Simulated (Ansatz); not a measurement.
# Energy of BeTe along an even scaling of the cell

System: BeTe (F-43m, 2 atoms in the cell).
Method: Kohn-Sham DFT of a periodic cell, PBE, Ansatz PAW, no spin polarisation (Ansatz 0.2.0).

The 5 runs differ only in the geometry, by an even scaling of the cell at fixed fractional positions. The structure derives from an entry of the Crystallography Open Database.

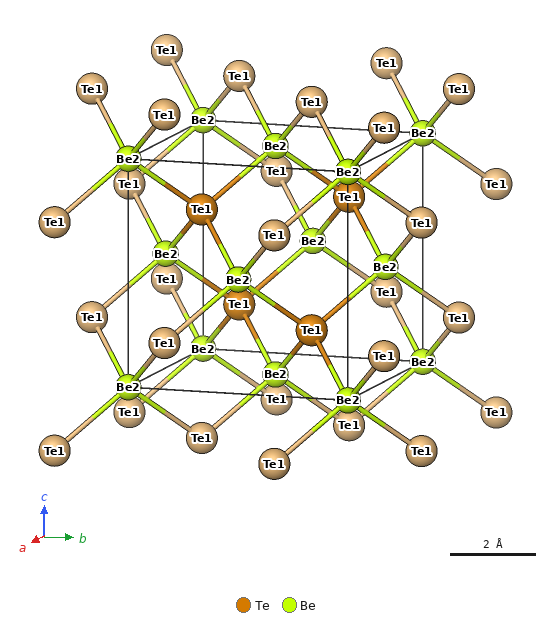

Figure 1. The structure of run 3 (ball-and-stick view of the cell 4 times as large as that of the calculation, set on its symmetry axes, seen slightly off an axis; neighbours outside the cell are drawn fainter; atoms are numbered from 1 in the order of the input).

### Input of run 3
```yaml
crystal:
  lattice:
    - [0.0, 2.7514088358, 2.7514088358]
    - [2.7514088358, 0.0, 2.7514088358]
    - [2.7514088358, 2.7514088358, 0.0]
  atoms:
    - { symbol: Te, position: [0.75, 0.75, 0.75] }
    - { symbol: Be, position: [0.0, 0.0, 0.0] }
hamiltonian:
  xc: pbe
  pseudopotentials: { kind: paw }
kpoints:
  mp_grid: { grid: [8, 8, 8] }
scf:
  occupations: { method: fermi_dirac, width: 0.05 }
output:
  forces: true
  stress: true
  eigenvalues: true
```

Command:
```bash
ansatz run input.yaml --threads 2 --pin off --max-ram 5120MiB --backend cpu --events-out ev --progress --plain --runs-dir out
```

Run 2 differs from it as follows:
```diff
-    - [0.0, 2.7514088358, 2.7514088358]
-    - [2.7514088358, 0.0, 2.7514088358]
-    - [2.7514088358, 2.7514088358, 0.0]
+    - [0.0, 2.7325629784, 2.7325629784]
+    - [2.7325629784, 0.0, 2.7325629784]
+    - [2.7325629784, 2.7325629784, 0.0]
```

### Results, with one run withheld

```tsv
run	volume per atom (Å³)	free energy per atom, from the lowest run given (meV)	pressure (GPa)	gap on the mesh (eV)
1	19.979	62.72	9.35	1.69
2	20.404	?	?	?
3	20.829	22.82	5.81	1.81
4	21.254	9.47	4.28	1.86
5	21.679	0.00	2.89	1.91
```

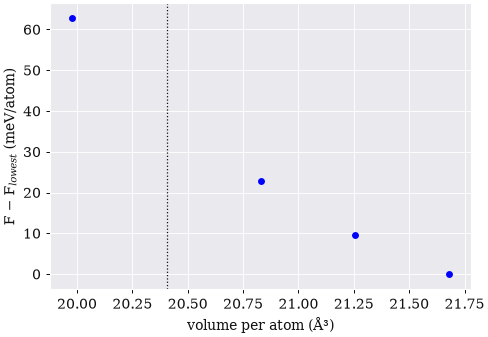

Figure 2. Free energy per atom of the runs given; the dotted line marks run 2.

Fit the runs given and predict run 2.

A quadratic polynomial in V^(−2/3) (the Birch–Murnaghan form), fitted to the 4 runs given, misses them by under 0.01 meV per atom. With x = V^(−2/3) − 0.13171 Å⁻², it reads F = 19.599 + 8128.7 x + 5.7803e+05 x² (meV per atom). At run 2 it gives 40.42 meV per atom, and the run itself gives 40.43. The slope of the fit gives a pressure −dF/dV of 7.49 GPa there, and the run prints 7.49 GPa. The fit has no minimum inside this range. The gap on the mesh goes, without turning, from 1.69 eV in run 1 to 1.91 eV in run 5; run 2 has 1.75 eV. These are gaps of this functional on this mesh, which can miss the band edges; they aren't the measured gap.

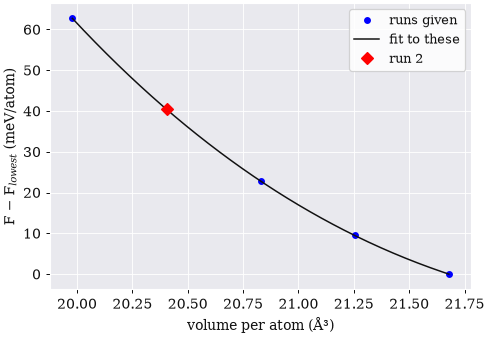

Figure 3. The fit and the withheld run.

### Output, shortened to warnings, some set-up lines, iterations and results (run 2)
```
Basis set: ecut = 420 eV, 821 PW (Γ), exchange–correlation on 54×54×54 points (8 copies of the dense FFT grid, shifted against one another)
Symmetry: 24 space group operations
k-points: 29 of 512 (time reversal used)
Initial density: superposition of atomic densities (neutral atoms: chi_scale 0, normalization atom), corrected by the library's trained network
[...]
SCF iter   1: F=—  HF=-7073.346275 eV  |F-HF|=—  |Δ(HF+E_count)|=         —  Δρ=6.41e-4  dr2=1.44e-4  ethr=1.77e-3  ⟨swp⟩=6.2  Hψ=2389  notcnv=0
SCF iter   2: F=—  HF=-7073.346072 eV  |F-HF|=—  |Δ(HF+E_count)|=   2.03e-4  Δρ=5.53e-4  dr2=2.00e-4  ethr=7.98e-7  ⟨swp⟩=2.2  Hψ=899  notcnv=0
SCF iter   3: F=—  HF=-7073.346013 eV  |F-HF|=—  |Δ(HF+E_count)|=   5.89e-5  Δρ=2.81e-4  dr2=4.15e-5  ethr=7.98e-7  ⟨swp⟩=2.6  Hψ=639  notcnv=0
SCF iter   4: F=—  HF=-7073.346038 eV  |F-HF|=—  |Δ(HF+E_count)|=   2.52e-5  Δρ=5.05e-5  dr2=1.27e-6  ethr=2.31e-7  ⟨swp⟩=2.0  Hψ=638  notcnv=0
SCF iter   5: F=—  HF=-7073.346038 eV  |F-HF|=—  |Δ(HF+E_count)|=   2.73e-7  Δρ=2.89e-5  dr2=5.42e-7  ethr=7.07e-9  ⟨swp⟩=2.7  Hψ=584  notcnv=0
SCF iter   6: F=—  HF=-7073.346038 eV  |F-HF|=—  |Δ(HF+E_count)|=   1.92e-7  Δρ=1.38e-5  dr2=1.18e-7  ethr=3.01e-9  ⟨swp⟩=2.0  Hψ=592  notcnv=0
SCF iter   7: F=-7073.346038 eV  HF=-7073.346038 eV  |F-HF|=1.13e-8  |Δ(HF+E_count)|=   5.70e-8  Δρ=4.11e-6  dr2=1.03e-8  ethr=5.56e-10  ⟨swp⟩=4.6  Hψ=1229  notcnv=0
SCF 1 converged in 7 iterations: F = -7073.346038 eV  dr2 = 1.03e-8
SCF converged after 7 iterations
Free energy (F): -7073.346038 eV
Harris-Foulkes:  -7073.346038 eV  (|F-HF|=1.13e-8)
Internal energy: -7073.346038 eV  (E = F + TS)
E sigma→0 (E₀):  -7073.346038 eV
Fermi energy:    9.561164 eV
--- Per-component energies (eV) ---
  E_band       = -249.926681
  E_kinetic    = 202.380456
  E_local      = -1292.149155  (includes V_loc(G=0)·N_el)
  E_nonlocal   = -304.730588
  E_hartree    = 826.547355
  E_xc         = -144.430372
  E_vxc        = -125.550940  (∫ρ·V_xc dr)
  E_paw        = -4722.909153  (= ΣΔE_a)
  E_vpaw       = -382.966509  (= ΣTr[D̂ρ^β])
  E_aug_tail   = -0.000205  (compensation charges beyond the density's cutoff)
  E_ewald      = -1638.054377
  E_smearing   = -0.000000  (= −TS)
  E_closure    = -0.000000  (closes the sum)
  Σ components = -7073.346038   (vs F -7073.346038, Δ=0.00e0)
--- Forces (eV/Å), atoms counted from 1 ---
  atom   1  Te    -0.00000000     0.00000000     0.00000000
  atom   2  Be    -0.00000000     0.00000000    -0.00000000
  max |Σ_I F_I| component: 3.19e-16 eV/Å
--- Stress (GPa, compression-positive) ---
        7.491973       0.000000      -0.000000
       -0.000000       7.491973       0.000000
       -0.000000       0.000000       7.491973
  P = ⅓ Tr σ = 7.4920 GPa (74.920 kbar)
```
